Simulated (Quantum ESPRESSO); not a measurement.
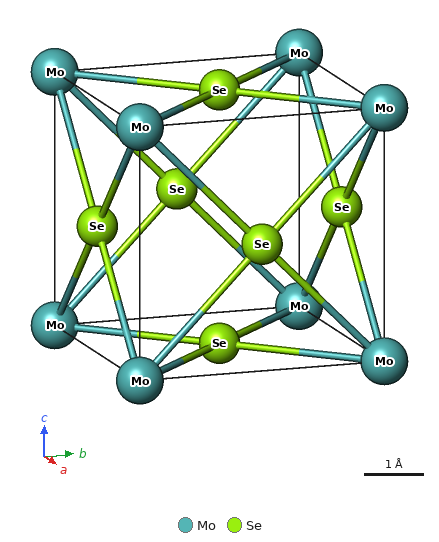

Fig. 1: The structure (ball-and-stick view of the cell of the calculation, seen slightly off an axis). An atom can appear more than once, as a periodic image.

**Fields calculation, with input and output: MoSe3 (part 1 of 2)**

- system: MoSe3 (P4/mmm, 4 atoms in the cell)
- method: Kohn-Sham DFT of a periodic cell, revPBE, SSSP 1.3 efficiency PBE, no spin polarisation (Quantum ESPRESSO 7.5)

The structure was made by swapping elements on the sites of another compound; it need not be a known phase.

Output
```
This program is part of the open-source Quantum ESPRESSO suite
     for quantum simulation of materials; please cite
         "P. Giannozzi et al., J. Phys.:Condens. Matter 21 395502 (2009);
         "P. Giannozzi et al., J. Phys.:Condens. Matter 29 465901 (2017);
         "P. Giannozzi et al., J. Chem. Phys. 152 154105 (2020);
          URL
     in publications or presentations arising from this work. More details at

     IMPORTANT: XC functional enforced from input :
     Exchange-correlation= REVPBE
                           (   1   4   4   4   0   0   0)
     Any further DFT definition will be discarded
     Please, verify this is what you really want

     Message from routine setup:
     using ibrav=0 with symmetry is DISCOURAGED, use correct ibrav instead

     G-vector sticks info
     --------------------
     sticks:   dense  smooth     PW     G-vecs:    dense   smooth      PW
     Sum        2409    1313    385                89303    36025    5743

     Using Slab Decomposition

     bravais-lattice index     =            0
     lattice parameter (alat)  =       8.2950  a.u.
     unit-cell volume          =     573.8138 (a.u.)^3
     number of atoms/cell      =            4
     number of atomic types    =            2
     number of electrons       =        32.00
     number of Kohn-Sham states=           24
     kinetic-energy cutoff     =      60.0000  Ry
     charge density cutoff     =     440.0000  Ry
     scf convergence threshold =      8.0E-10
     mixing beta               =       0.5000
     number of iterations used =            8  plain     mixing
     Exchange-correlation= REVPBE
                           (   1   4   4   4   0   0   0)

     celldm(1)=   8.295025  celldm(2)=   0.000000  celldm(3)=   0.000000
     celldm(4)=   0.000000  celldm(5)=   0.000000  celldm(6)=   0.000000

     crystal axes: (cart. coord. in units of alat)
               a(1) = (   1.000000   0.000000   0.000000 )
               a(2) = (   0.000000   1.000000   0.000000 )
               a(3) = (   0.000000   0.000000   1.005351 )

     reciprocal axes: (cart. coord. in units 2 pi/alat)
               b(1) = (  1.000000  0.000000  0.000000 )
               b(2) = (  0.000000  1.000000  0.000000 )
               b(3) = (  0.000000  0.000000  0.994677 )

     PseudoPot. # 1 for Mo read from file:
     Mo_ONCV_PBE-1.0.oncvpsp.upf
     Pseudo is Norm-conserving, Zval = 14.0
     Generated using ONCVPSP code by D. R. Hamann
     Using radial grid of 1526 points,  6 beta functions with:
                l(1) =   0
                l(2) =   0
                l(3) =   1
                l(4) =   1
                l(5) =   2
                l(6) =   2

     PseudoPot. # 2 for Se read from file:
     Se_pbe_v1.uspp.F.UPF
     Pseudo is Ultrasoft + core correction, Zval =  6.0
     Generated by new atomic code, or converted to UPF format
     Using radial grid of  877 points,  6 beta functions with:
                l(1) =   0
                l(2) =   0
                l(3) =   1
                l(4) =   1
                l(5) =   2
                l(6) =   2
     Q(r) pseudized with  8 coefficients,  rinner =    1.300   1.300   1.300
                                                       1.300   1.300

     atomic species   valence    mass     pseudopotential
     Mo               14.00    95.95000     Mo( 1.00)
     Se                6.00    78.97100     Se( 1.00)

     16 Sym. Ops., with inversion, found

   Cartesian axes

     site n.     atom                  positions (alat units)
         1        Mo     tau(   1) = (   0.0000000   0.0000000   0.0000000  )
         2        Se     tau(   2) = (   0.0000000   0.5000000   0.5026757  )
         3        Se     tau(   3) = (   0.5000000   0.0000000   0.5026757  )
         4        Se     tau(   4) = (   0.5000000   0.5000000   0.0000000  )

     number of k points=    40  Fermi-Dirac smearing, width (Ry)=  0.0100
                       cart. coord. in units 2pi/alat
        k(    1) = (   0.0000000   0.0000000   0.0000000), wk =   0.0092593
        k(    2) = (   0.0000000   0.0000000   0.1657795), wk =   0.0185185
        k(    3) = (   0.0000000   0.0000000   0.3315590), wk =   0.0185185
        k(    4) = (   0.0000000   0.0000000  -0.4973385), wk =   0.0092593
        k(    5) = (   0.0000000   0.1666667   0.0000000), wk =   0.0370370
        k(    6) = (   0.0000000   0.1666667   0.1657795), wk =   0.0740741
        k(    7) = (   0.0000000   0.1666667   0.3315590), wk =   0.0740741
        k(    8) = (   0.0000000   0.1666667  -0.4973385), wk =   0.0370370
        k(    9) = (   0.0000000   0.3333333   0.0000000), wk =   0.0370370
        k(   10) = (   0.0000000   0.3333333   0.1657795), wk =   0.0740741
        k(   11) = (   0.0000000   0.3333333   0.3315590), wk =   0.0740741
        k(   12) = (   0.0000000   0.3333333  -0.4973385), wk =   0.0370370
        k(   13) = (   0.0000000  -0.5000000   0.0000000), wk =   0.0185185
        k(   14) = (   0.0000000  -0.5000000   0.1657795), wk =   0.0370370
        k(   15) = (   0.0000000  -0.5000000   0.3315590), wk =   0.0370370
        k(   16) = (   0.0000000  -0.5000000  -0.4973385), wk =   0.0185185
        k(   17) = (   0.1666667   0.1666667   0.0000000), wk =   0.0370370
        k(   18) = (   0.1666667   0.1666667   0.1657795), wk =   0.0740741
        k(   19) = (   0.1666667   0.1666667   0.3315590), wk =   0.0740741
        k(   20) = (   0.1666667   0.1666667  -0.4973385), wk =   0.0370370
        k(   21) = (   0.1666667   0.3333333   0.0000000), wk =   0.0740741
        k(   22) = (   0.1666667   0.3333333   0.1657795), wk =   0.1481481
        k(   23) = (   0.1666667   0.3333333   0.3315590), wk =   0.1481481
        k(   24) = (   0.1666667   0.3333333  -0.4973385), wk =   0.0740741
        k(   25) = (   0.1666667  -0.5000000   0.0000000), wk =   0.0370370
        k(   26) = (   0.1666667  -0.5000000   0.1657795), wk =   0.0740741
        k(   27) = (   0.1666667  -0.5000000   0.3315590), wk =   0.0740741
        k(   28) = (   0.1666667  -0.5000000  -0.4973385), wk =   0.0370370
        k(   29) = (   0.3333333   0.3333333   0.0000000), wk =   0.0370370
        k(   30) = (   0.3333333   0.3333333   0.1657795), wk =   0.0740741
        k(   31) = (   0.3333333   0.3333333   0.3315590), wk =   0.0740741
        k(   32) = (   0.3333333   0.3333333  -0.4973385), wk =   0.0370370
        k(   33) = (   0.3333333  -0.5000000   0.0000000), wk =   0.0370370
        k(   34) = (   0.3333333  -0.5000000   0.1657795), wk =   0.0740741
        k(   35) = (   0.3333333  -0.5000000   0.3315590), wk =   0.0740741
        k(   36) = (   0.3333333  -0.5000000  -0.4973385), wk =   0.0370370
        k(   37) = (  -0.5000000  -0.5000000   0.0000000), wk =   0.0092593
        k(   38) = (  -0.5000000  -0.5000000   0.1657795), wk =   0.0185185
        k(   39) = (  -0.5000000  -0.5000000   0.3315590), wk =   0.0185185
        k(   40) = (  -0.5000000  -0.5000000  -0.4973385), wk =   0.0092593

     Dense  grid:    89303 G-vectors     FFT dimensions: (  60,  60,  60)

     Smooth grid:    36025 G-vectors     FFT dimensions: (  45,  45,  45)

     Initial potential from superposition of free atoms

     starting charge      31.9988, renormalised to      32.0000
     Starting wfcs are   22 randomized atomic wfcs +    2 random wfcs

     Self-consistent Calculation

     iteration #  1     ecut=    60.00 Ry     beta= 0.50
     Davidson diagonalization with overlap
     ethr =  1.00E-02,  avg # of iterations =  4.3

     total energy              =    -267.53664538 Ry
     estimated scf accuracy    <       0.49114735 Ry

     iteration #  2     ecut=    60.00 Ry     beta= 0.50
     Davidson diagonalization with overlap
     ethr =  1.53E-03,  avg # of iterations =  2.6

     total energy              =    -267.53287425 Ry
     estimated scf accuracy    <       6.57354796 Ry

     iteration #  3     ecut=    60.00 Ry     beta= 0.50
     Davidson diagonalization with overlap
     ethr =  1.53E-03,  avg # of iterations =  2.1

     total energy              =    -267.84126041 Ry
     estimated scf accuracy    <       0.09762575 Ry

     iteration #  4     ecut=    60.00 Ry     beta= 0.50
     Davidson diagonalization with overlap
     ethr =  3.05E-04,  avg # of iterations =  1.4

     total energy              =    -267.84229838 Ry
     estimated scf accuracy    <       0.01749695 Ry

     iteration #  5     ecut=    60.00 Ry     beta= 0.50
     Davidson diagonalization with overlap
     ethr =  5.47E-05,  avg # of iterations =  3.1

     total energy              =    -267.84284379 Ry
     estimated scf accuracy    <       0.00147831 Ry

     iteration #  6     ecut=    60.00 Ry     beta= 0.50
     Davidson diagonalization with overlap
     ethr =  4.62E-06,  avg # of iterations =  4.3

     total energy              =    -267.84321750 Ry
     estimated scf accuracy    <       0.00119248 Ry

     iteration #  7     ecut=    60.00 Ry     beta= 0.50
     Davidson diagonalization with overlap
     ethr =  3.73E-06,  avg # of iterations =  1.0

     total energy              =    -267.84315223 Ry
     estimated scf accuracy    <       0.00067022 Ry

     iteration #  8     ecut=    60.00 Ry     beta= 0.50
     Davidson diagonalization with overlap
     ethr =  2.09E-06,  avg # of iterations =  1.6

     total energy              =    -267.84319877 Ry
     estimated scf accuracy    <       0.00000728 Ry

     iteration #  9     ecut=    60.00 Ry     beta= 0.50
     Davidson diagonalization with overlap
     ethr =  2.28E-08,  avg # of iterations =  5.1

     total energy              =    -267.84322951 Ry
     estimated scf accuracy    <       0.00000062 Ry

     iteration # 10     ecut=    60.00 Ry     beta= 0.50
     Davidson diagonalization with overlap
     ethr =  1.94E-09,  avg # of iterations =  2.7

     total energy              =    -267.84322944 Ry
     estimated scf accuracy    <       0.00000124 Ry

     iteration # 11     ecut=    60.00 Ry     beta= 0.50
     Davidson diagonalization with overlap
     ethr =  1.94E-09,  avg # of iterations =  1.0

     total energy              =    -267.84322948 Ry
     estimated scf accuracy    <       0.00000010 Ry

     iteration # 12     ecut=    60.00 Ry     beta= 0.50
     Davidson diagonalization with overlap
     ethr =  3.18E-10,  avg # of iterations =  3.3

     total energy              =    -267.84322950 Ry
     estimated scf accuracy    <          3.7E-09 Ry

     iteration # 13     ecut=    60.00 Ry     beta= 0.50
     Davidson diagonalization with overlap
     ethr =  1.17E-11,  avg # of iterations =  4.7

     End of self-consistent calculation

          k = 0.0000 0.0000 0.0000 (  4489 PWs)   bands (ev):

   -51.4081 -25.4401 -25.4401 -25.4388  -5.4896  -2.0816  -2.0514   4.6888
     4.7232   4.7232   8.6040   8.6040   8.6052   9.0980   9.1292   9.2561
     9.2561   9.2591  10.4882  10.7932  10.7951  10.7951  16.7013  17.6681

          k = 0.0000 0.0000 0.1658 (  4509 PWs)   bands (ev):

   -51.4080 -25.4402 -25.4399 -25.4399  -5.3368  -2.3892  -2.0158   4.8131
     4.8131   4.9351   7.4851   7.9408   7.9408   9.2166   9.2848   9.9855
    10.0157  10.0157  10.2951  10.5575  10.5575  11.2259  17.2188  17.5956

          k = 0.0000 0.0000 0.3316 (  4504 PWs)   bands (ev):

   -51.4080 -25.4430 -25.4397 -25.4397  -4.9154  -3.0935  -1.9419   5.0205
     5.0205   5.5685   6.5481   7.3252   7.3252   8.5597   9.3375   9.6568
     9.7216   9.7216  11.3555  11.3558  11.3558  12.6890  16.2038  17.2767

          k = 0.0000 0.0000-0.4973 (  4484 PWs)   bands (ev):

   -51.4079 -25.4444 -25.4395 -25.4395  -4.5265  -3.6127  -1.9035   5.1446
     5.1446   6.0921   6.2083   7.0899   7.0899   7.8039   9.3645   9.4468
     9.4468   9.7854  11.7387  11.9068  11.9068  14.0096  15.3223  17.3927

          k = 0.0000 0.1667 0.0000 (  4519 PWs)   bands (ev):

   -51.4080 -25.4416 -25.4399 -25.4386  -5.3346  -2.3691  -2.0367   4.7814
     4.8156   4.9597   7.4777   7.9326   7.9361   9.1946   9.2829   9.9884
    10.0337  10.0395  10.3200  10.5319  10.5393  11.2377  17.1890  17.6512

          k = 0.0000 0.1667 0.1658 (  4511 PWs)   bands (ev):

   -51.4080 -25.4414 -25.4400 -25.4398  -5.1857  -2.4654  -2.1827   4.4952
     4.9195   5.6304   6.6503   7.5289   8.1166   9.1115   9.3880   9.5817
    10.0866  10.1449  10.3753  10.7252  10.8516  11.9735  17.5058  17.5567

          k = 0.0000 0.1667 0.3316 (  4509 PWs)   bands (ev):

   -51.4079 -25.4428 -25.4411 -25.4395  -4.7747  -3.0550  -2.1736   4.6373
     5.1657   5.7193   6.3206   7.0203   7.7676   8.3469   9.3078   9.7296
     9.8935  10.2311  10.7610  11.2679  11.4266  13.4988  16.2513  17.3817

          k = 0.0000 0.1667-0.4973 (  4494 PWs)   bands (ev):

   -51.4079 -25.4442 -25.4410 -25.4394  -4.3925  -3.5462  -2.1408   4.9997
     5.2256   5.3192   6.3400   6.8116   7.7083   8.2005   9.0014   9.7882
     9.9071   9.9946  11.1361  11.5348  11.7954  15.0391  15.0786  16.7458

          k = 0.0000 0.3333 0.0000 (  4510 PWs)   bands (ev):

   -51.4080 -25.4445 -25.4396 -25.4383  -4.9059  -3.0809  -1.9602   4.9961
     5.0287   5.5762   6.5277   7.3072   7.3229   8.5463   9.3381   9.6606
     9.6911   9.7155  11.3595  11.3734  11.3782  12.7207  16.2154  17.2533

          k = 0.0000 0.3333 0.1658 (  4513 PWs)   bands (ev):

   -51.4079 -25.4444 -25.4397 -25.4395  -4.7674  -3.0451  -2.1881   4.6290
     5.1713   5.7056   6.3223   7.0227   7.7602   8.3321   9.2837   9.7200
     9.8854  10.2318  10.7642  11.2921  11.4459  13.5213  16.2598  17.3719

          k = 0.0000 0.3333 0.3316 (  4508 PWs)   bands (ev):

   -51.4079 -25.4440 -25.4424 -25.4392  -4.3828  -3.0784  -2.6330   4.1636
     5.3805   5.5383   6.6058   6.9024   7.4619   8.4760   8.6179   9.7040
    10.5969  10.7650  10.8797  11.3443  11.3605  14.5605  16.1400  16.2566

          k = 0.0000 0.3333-0.4973 (  4488 PWs)   bands (ev):

   -51.4078 -25.4438 -25.4438 -25.4391  -4.0062  -3.4045  -2.7232   3.9134
     5.4751   5.8108   6.4227   6.7891   7.3611   8.0228   8.9974  10.0580
    10.2548  10.6172  10.9975  11.6757  11.6859  14.9122  15.4367  16.6270

          k = 0.0000-0.5000 0.0000 (  4492 PWs)   bands (ev):

   -51.4079 -25.4460 -25.4395 -25.4382  -4.5057  -3.6120  -1.9203   5.1255
     5.1561   6.0878   6.1870   7.0662   7.0911   7.7919   9.3664   9.3987
     9.4344   9.7957  11.7582  11.9178  11.9405  14.0143  15.3902  17.3512

          k = 0.0000-0.5000 0.1658 (  4506 PWs)   bands (ev):

   -51.4079 -25.4458 -25.4395 -25.4393  -4.3738  -3.5474  -2.1546   4.9817
     5.2160   5.3277   6.3441   6.8191   7.6868   8.1815   8.9608   9.7879
     9.8988   9.9895  11.1439  11.5503  11.8358  15.0404  15.1260  16.7210

          k = 0.0000-0.5000 0.3316 (  4506 PWs)   bands (ev):

   -51.4078 -25.4455 -25.4422 -25.4390  -3.9938  -3.4099  -2.7288   3.9079
     5.4758   5.8092   6.4374   6.7889   7.3495   8.0025   8.9962  10.0508
    10.2700  10.6068  10.9699  11.6729  11.7304  14.9302  15.4216  16.5937

          k = 0.0000-0.5000-0.4973 (  4508 PWs)   bands (ev):
```
